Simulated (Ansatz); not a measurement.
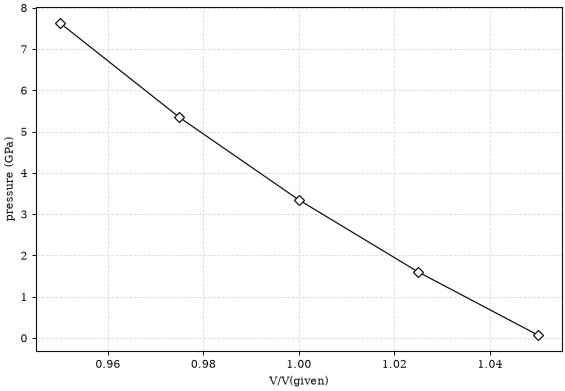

The plot gives the computed pressure against V/V(given) for InP, space group F-43m (No. 216).

The given structure:
```
CELL_PARAMETERS angstrom
0.00000 2.93050 2.93050
2.93050 0.00000 2.93050
2.93050 2.93050 0.00000
ATOMIC_POSITIONS crystal
In 0.00000 0.00000 0.00000
P 0.75000 0.75000 0.75000
```

Computed with Ansatz 0.2.0: periodic Kohn-Sham DFT of a crystal at fixed atoms, scaled to the stated factor times the given cell; pressure positive in compression. Level: PBE.

- method: frozen-core PAW
- relativity: scalar
- k mesh: 11×11×11
- occupations: Fermi–Dirac
- smearing width: 0.03 eV
- wave cutoff: 420 eV
- PAW set: soft_2

V(given) is 25.17 Å³/atom.

Question: How does the pressure vary with V/V(given)?

Answer: It falls from 7.629 GPa at V/V(given) 0.950 to 0.072 GPa at 1.050.

Keep in mind: the volumes run don't bracket the minimum of the energy, so any equilibrium value is extrapolated.

The computed values:

```json
{"V/V(given)": "0.950", "pressure (GPa)": "7.629"}
{"V/V(given)": "0.975", "pressure (GPa)": "5.342"}
{"V/V(given)": "1.000", "pressure (GPa)": "3.344"}
{"V/V(given)": "1.025", "pressure (GPa)": "1.597"}
{"V/V(given)": "1.050", "pressure (GPa)": "0.072"}
```
